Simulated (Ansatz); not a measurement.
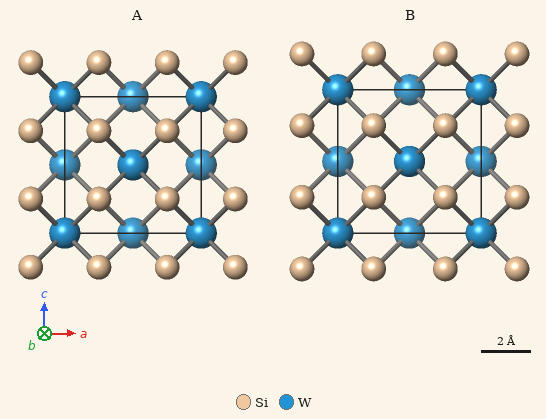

Two geometries of solid Si₂W (a generated structure, set up in Fm-3m) (coarse preliminary run), drawn at one scale. One is the start of a relaxation, the other its converged end. The picture is a ball-and-stick view of the conventional cell (4 times the calculation's cell), seen along the b axis. Lengths and directions refer to the drawn axes.

Theory: DFT PBE, scalar-relativistic, plane waves, PAW (Ansatz). Settings: plane-wave cutoff 420 eV; k-point mesh 6 × 6 × 6; occupations gaussian; smearing width 0.1 eV; no spin polarisation; cell and atoms relaxed; force threshold 0.04 eV/Å; at most 70 steps.

**Which geometry has the lower energy?**

Structure B is the relaxed one. No atom moves by more than 0.005 Å relative to the cell. Cell: a = b = c 5.609 → 5.894 Å (+5.1 %). Volume +16.0 %. Near-neighbour distances that change, for instance: Si–W 2.429 → 2.552 Å. The space group stays Fm-3m (No. 225). Over 2 accepted moves (3 points after the start) the energy falls by 185 meV per atom. All forces vanish by symmetry, so only the cell relaxes. Pressure: 27.85 GPa at the start and 0.24 GPa at the end. The SCF was repeated once at an unchanged geometry on a basis and grid sized afresh for the cell, which shifted the energy by 0.9 meV per atom at most. Cost: 2.5 s on 1 thread of Intel(R) Xeon(R) 6975P-C (Granite Rapids) (shared host), peak memory 0.37 GiB.
